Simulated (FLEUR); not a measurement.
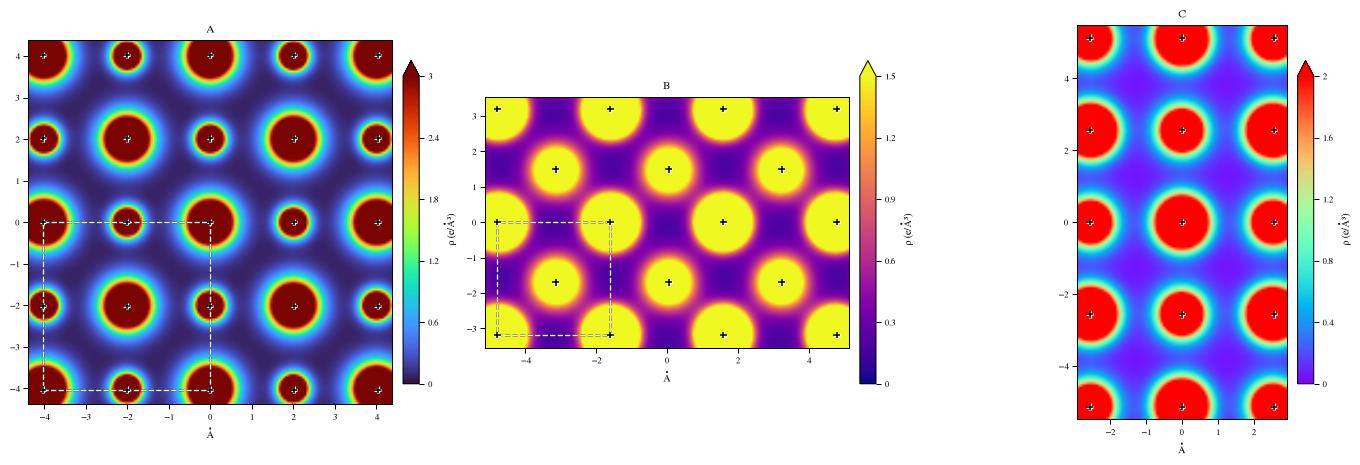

The total electron density of 3 systems, each on a plane through atoms (crosses mark nuclei in the plane).

All numbers below come from FLEUR MaX-R8.1 (later development tree), Kohn-Sham DFT of a periodic cell, PBEsol, all-electron.

System 1: LiF, the (100) plane of the conventional cell. Space group Fm-3m.

System 2: SrO, the (100) plane of the conventional cell. Space group Fm-3m.

```cif
data_structure
_symmetry_space_group_name_H-M 'P 1'
_symmetry_Int_Tables_number 1
_cell_length_a 5.1326
_cell_length_b 5.1326
_cell_length_c 5.1326
_cell_angle_alpha 90.000
_cell_angle_beta 90.000
_cell_angle_gamma 90.000
_cell_volume 135.21
loop_
_atom_site_label
_atom_site_type_symbol
_atom_site_fract_x
_atom_site_fract_y
_atom_site_fract_z
_atom_site_occupancy
Sr1 Sr 0.50000 0.00000 0.00000 1
Sr2 Sr 0.00000 0.50000 0.00000 1
Sr3 Sr 0.00000 0.00000 0.50000 1
Sr4 Sr 0.50000 0.50000 0.50000 1
O1 O 0.00000 0.00000 0.00000 1
O2 O 0.50000 0.50000 0.00000 1
O3 O 0.50000 0.00000 0.50000 1
O4 O 0.00000 0.50000 0.50000 1
```

System 3: HfN, the (011) plane of the conventional cell. Space group P1; changed on purpose from its base cell (atoms moved at random by about 0.05 A); not relaxed (largest force 1.4 eV/Å).

```
CELL_PARAMETERS angstrom
-2.25600 0.00000 -2.25600
-2.25600 2.25600 0.00000
0.00000 2.25600 -2.25600
ATOMIC_POSITIONS crystal
Hf 0.97645 0.02558 0.98645
N 0.49669 0.48681 0.51365
```

### Which map belongs to which system?

Panel A is system 1, LiF: the plane holds F and Li. Li–F (2.01 Å): ρ at the midpoint is about 0.27 e/Å³. Panel B is system 3, HfN: the plane holds Hf and N. Hf–N (2.15 Å): ρ is about 0.63 e/Å³ halfway. Panel C is system 2, SrO: the plane holds Sr and O. Sr–O (2.57 Å): ρ is about 0.24 e/Å³ halfway.
